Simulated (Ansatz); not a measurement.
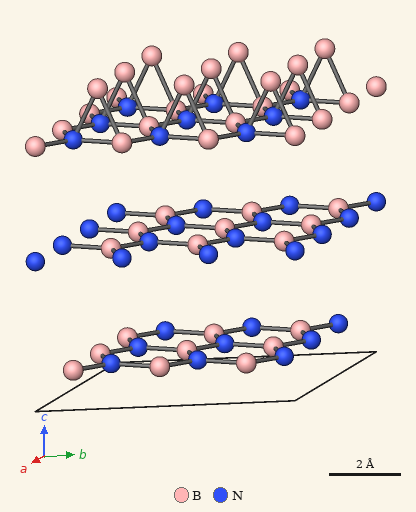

Starting structure of a slab of composition B4N3 (cut from the R3m phase). A ball-and-stick model of the 3 × 3 repeat of the cell, outlined in the plane, without the vacuum, seen slightly off an axis.

Case: B put at a bridge B-N site. The slab is the (0 0 1) face of BN with B on it. 2 atoms are held fixed.

The calculation used DFT PBE+D3(BJ), scalar-relativistic, plane waves, PAW (Ansatz).

Input file:
```yaml
crystal:
  lattice:
    - [2.5061138137, 0.0, 0.0]
    - [-1.2530569069, 2.1703582275, 0.0]
    - [0.0, 0.0, 25.5926876598]
  atoms:
    - { symbol: B, position: [0.6666666667, 0.3333333333, 0.3321261179] }
    - { symbol: "N", position: [0.3333333333, 0.6666666667, 0.3322402185] }
    - { symbol: B, position: [0.3333333333, 0.6666666667, 0.4620997201] }
    - { symbol: "N", position: [0.0, 0.0, 0.4621445588] }
    - { symbol: B, position: [0.0, 0.0, 0.5919331885] }
    - { symbol: "N", position: [0.6666666667, 0.3333333333, 0.5920079078] }
    - { symbol: B, position: [0.8333333333, 0.6666666667, 0.6513998724], spin: 1.0 }
basis:
  ecutwfc: 420
kpoints:
  mp_grid: { grid: [12, 12, 1] }
hamiltonian:
  xc: pbe
  dispersion: d3bj
scf:
  occupations: { method: gaussian, width: 0.05 }
output:
  forces: true
  eigenvalues: true
  populations: true
  write_density: true
  write_potential: true
  elf: true
  volumetric_format: npy
magnetization:
  spin_polarized: true
relax:
  adjacent_minimum: "off"
  f_tol: 0.03
  max_steps: 70
  constraints: [{ sites: [0, 1] }]
efield:
  axis: 3
  dipole_correction: true
  ramp_width: 0.04
```

Launched with:
```bash
ansatz run input.yaml --threads 1 --pin off --max-ram 2560MiB --backend cpu --events-out ev --progress --plain --runs-dir out
```

**Predict the outcome.**

The energy falls by 1.067 eV per cell of the calculation in 9 accepted moves (10 points after the start). The largest force component goes from 4.2 to 0.017 eV/Å. The line search rejected the trial step at point 8 of the run. The largest move is that of B7, 0.68 Å at 61° to the normal (+c side). Largest moves by element: B 0.68 Å, N 0.16 Å. The cell stays as it was. Among the contacts that change: B5–B7 1.685 → 2.356 Å, N6–B7 1.683 → 1.949 Å. Bonds break: B5–B7 (1.69 → 2.36 Å). The program noted that the starting moments weren't kept.

Step by step:

```csv
step,"E − E(0), meV/atom","largest force component, eV/Å",note
0,0.00,4.2067,
1,-84.58,2.4025,
2,-134.99,0.6134,
3,-146.94,0.1279,
4,-147.68,0.0711,
5,-148.02,0.1547,
6,-148.75,0.2872,
7,-150.67,0.3749,
8,-149.77,0.3697,rejected
9,-152.32,0.0789,
10,-152.40,0.0173,
```

The end point in the same view:

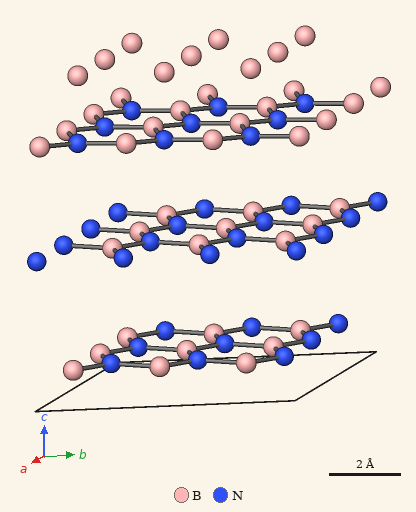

Limits of the set-up: the periodic images lie only 2.5 Å apart, so the values are limited by the cell's size.
